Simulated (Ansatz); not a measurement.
Start from this file.

```yaml
crystal:
  lattice:
    - [4.24329, 0.00000, 0.00000]
    - [-2.12164, 3.67480, 0.00000]
    - [0.00000, 0.00000, 17.32353]
  atoms:
    - { symbol: Ge, position: [0.33333, 0.66667, 0.90101] }
    - { symbol: Ge, position: [0.66667, 0.33333, 0.09899] }
    - { symbol: Sb, position: [0.00000, 0.00000, 0.68818] }
    - { symbol: Sb, position: [0.00000, 0.00000, 0.31182] }
    - { symbol: Te, position: [0.00000, 0.00000, 0.00000] }
    - { symbol: Te, position: [0.66667, 0.33333, 0.80529] }
    - { symbol: Te, position: [0.33333, 0.66667, 0.19471] }
    - { symbol: Te, position: [0.33333, 0.66667, 0.59000] }
    - { symbol: Te, position: [0.66667, 0.33333, 0.41000] }
```

**What crystal do these data define?**

Its composition is Ge2Sb2Te5. Space group: P-3m1 (No. 164). Lattice: primitive hexagonal. In the cell are 2 Ge, 2 Sb, 5 Te, which makes 1 formula unit. The Ge atoms are each bonded to six Te in an octahedral arrangement at 2.96 to 2.99 Å. Each Sb atom is coordinated by six Te in a distorted octahedral arrangement at 2.98 to 3.18 Å. Te takes three kinds of site: 1a with six Ge in an octahedral arrangement at 2.99 Å; 2d with three Ge and three Sb in a distorted octahedral arrangement (2.96 Å to Ge, 3.18 Å to Sb); 2d with three Sb in a trigonal pyramidal arrangement at 2.98 Å. The bonds build Ge2Sb2Te5 layers parallel to (001).

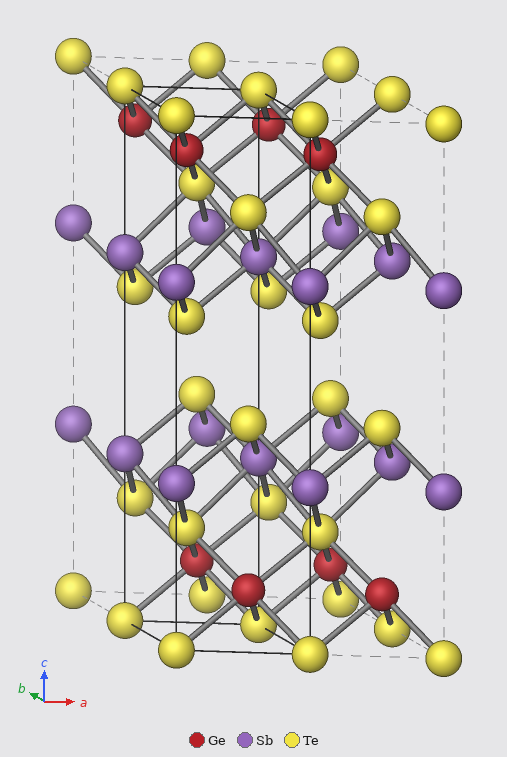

This ball-and-stick model is shown slightly off an axis. The conventional unit cell (solid box) is repeated to 2×2×1 cells. Colours: germanium red, antimony purple, tellurium yellow.

It goes back to a structure listed in the Materials Project. Cell shown after relaxation with DFT, r2SCAN+rVV10, plane waves, PAW (Ansatz).
